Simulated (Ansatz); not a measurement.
```
K Mg F
1.0
    -4.05388    4.05388    4.05388
     4.05388   -4.05388    4.05388
     4.05388    4.05388   -4.05388
K Mg F
4 4 12
Direct
  0.50000 0.50000 0.50000
  0.00000 0.00000 0.50000
  0.00000 0.50000 0.00000
  0.50000 0.00000 0.00000
  0.50000 0.50000 0.00000
  0.00000 0.00000 0.00000
  0.00000 0.50000 0.50000
  0.50000 0.00000 0.50000
  0.25000 0.00000 0.25000
  0.75000 0.50000 0.25000
  0.75000 0.00000 0.75000
  0.25000 0.50000 0.75000
  0.75000 0.25000 0.50000
  0.25000 0.75000 0.50000
  0.25000 0.25000 0.00000
  0.75000 0.75000 0.00000
  0.00000 0.25000 0.25000
  0.50000 0.75000 0.25000
  0.50000 0.25000 0.75000
  0.00000 0.75000 0.75000
```

Space group Pm-3m; a structure from a database of computed crystals, not necessarily the ambient phase.

Level of theory: DFT PBE, scalar-relativistic, plane waves, PAW (Ansatz 0.2.0).

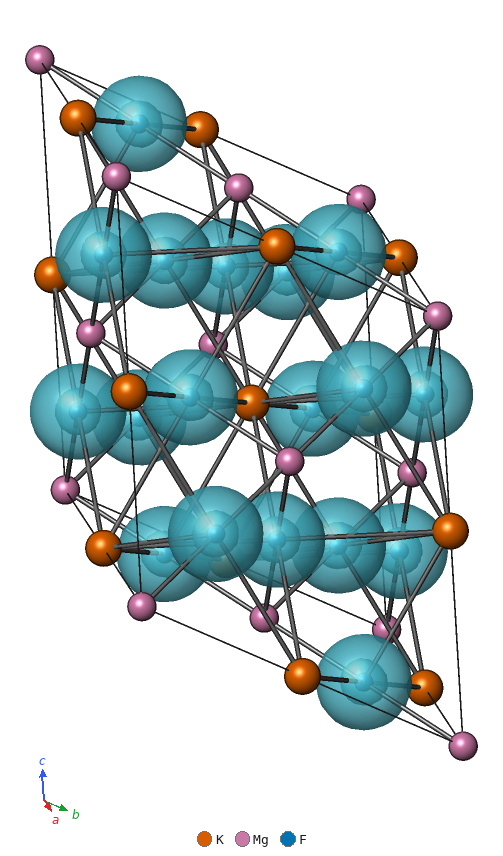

KMgF$_{3}$. Isosurface of the ELF at 0.75 (cyan), seen slightly off an axis. Only the valence region is drawn (cores and ρ < 0.01 e/Å³ removed). Sticks mark near contacts.

In a PAW calculation such maps are meaningful between the atoms, not at the nuclei.

### Where are the electrons localised?

The ELF exceeds this value in twelve regions wrapped around F (the valence shell of each), counted in one cell of 20 atoms. Any copies at cell faces, edges or corners count once. Along the contacts the grid gives the following. Mg–F (2.03 Å): the ELF peaks at about 0.80 in the valence shell of F, 0.6 Å from its nucleus, and is about 0.20 at the midpoint: an ionic contact with no shared pair. K–F (2.87 Å): the ELF is about 0 at the midpoint; an ionic contact with no shared pair.

### Metal or insulator at this level of theory?

It is gapped, with a Kohn–Sham gap of 8.0 eV on the k-point mesh (the band edges may lie off the mesh, which would make the gap smaller).
